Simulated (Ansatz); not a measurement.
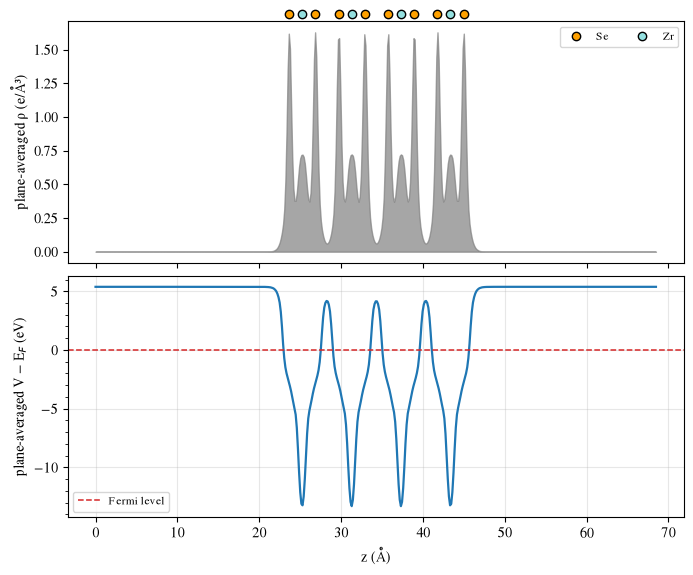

ZrSe2 (slab). Plane average of the electrostatic potential (local pseudopotential plus Hartree) felt by an electron and of the valence charge density (pseudo) across the slab. Circles mark the heights of the atoms.

Theory: DFT PBE+D3(BJ), scalar-relativistic, plane waves, PAW in Ansatz.

In a PAW calculation such maps are meaningful between the atoms, not at the nuclei.

Input file:

```
crystal:
  lattice:
    - [3.7409588451, 0.0, 0.0]
    - [-1.8704794226, 3.2397653944, 0.0]
    - [0.0, 0.0, 68.6109370448]
  atoms:
    - { symbol: Se, position: [0.6666666667, 0.3333333333, 0.3445675538] }
    - { symbol: Zr, position: [0.0, 0.0, 0.367890606] }
    - { symbol: Se, position: [0.3333333333, 0.6666666667, 0.39115521] }
    - { symbol: Se, position: [0.6666666667, 0.3333333333, 0.4327435577] }
    - { symbol: Zr, position: [0.0, 0.0, 0.4560060887] }
    - { symbol: Se, position: [0.3333333333, 0.6666666667, 0.4792667668] }
    - { symbol: Se, position: [0.6666666667, 0.3333333333, 0.5207332332] }
    - { symbol: Zr, position: [0.0, 0.0, 0.5439939113] }
    - { symbol: Se, position: [0.3333333333, 0.6666666667, 0.5672564423] }
    - { symbol: Se, position: [0.6666666667, 0.3333333333, 0.60884479] }
    - { symbol: Zr, position: [0.0, 0.0, 0.632109394] }
    - { symbol: Se, position: [0.3333333333, 0.6666666667, 0.6554324462] }
  periodic: [true, true, false]
basis:
  ecutwfc: 420
kpoints:
  mp_grid: { grid: [12, 12, 1] }
  band_path:
    path:
      - [0.0, 0.0, 0.0]
      - [0.05, 0.0, 0.0]
      - [0.1, 0.0, 0.0]
      - [0.15, 0.0, 0.0]
      - [0.2, 0.0, 0.0]
      - [0.25, 0.0, 0.0]
      - [0.3, 0.0, 0.0]
      - [0.35, 0.0, 0.0]
      - [0.4, 0.0, 0.0]
      - [0.45, 0.0, 0.0]
      - [0.5, 0.0, 0.0]
      - [0.4833333333, 0.0333333333, 0.0]
      - [0.4666666667, 0.0666666667, 0.0]
      - [0.45, 0.1, 0.0]
      - [0.4333333333, 0.1333333333, 0.0]
      - [0.4166666667, 0.1666666667, 0.0]
      - [0.4, 0.2, 0.0]
      - [0.3833333333, 0.2333333333, 0.0]
      - [0.3666666667, 0.2666666667, 0.0]
      - [0.35, 0.3, 0.0]
      - [0.3333333333, 0.3333333333, 0.0]
      - [0.3, 0.3, 0.0]
      - [0.2666666667, 0.2666666667, 0.0]
      - [0.2333333333, 0.2333333333, 0.0]
      - [0.2, 0.2, 0.0]
      - [0.1666666667, 0.1666666667, 0.0]
      - [0.1333333333, 0.1333333333, 0.0]
      - [0.1, 0.1, 0.0]
      - [0.0666666667, 0.0666666667, 0.0]
      - [0.0333333333, 0.0333333333, 0.0]
      - [0.0, 0.5, 0.0]
    npoints: 1
hamiltonian:
  xc: pbe
  dispersion: d3bj
scf:
  occupations: { method: gaussian, width: 0.01 }
  n_extra_bands: 6
output:
  forces: true
  stress: true
  eigenvalues: true
  write_density: true
  write_potential: true
  elf: true
  volumetric_format: npy
```

Launched as:

```sh
ansatz run input.yaml --threads 8 --pin off --max-ram 22528MiB --backend cpu --events-out ev --progress --plain --runs-dir out
```

### How far above the Fermi level of the calculation is the vacuum level?

5.4 eV.

### What are the slab's thickness and the vacuum gap?

The outermost nuclei are 21.3 Å apart, in 12 atomic planes; the vacuum between periodic images is 47.3 Å wide.
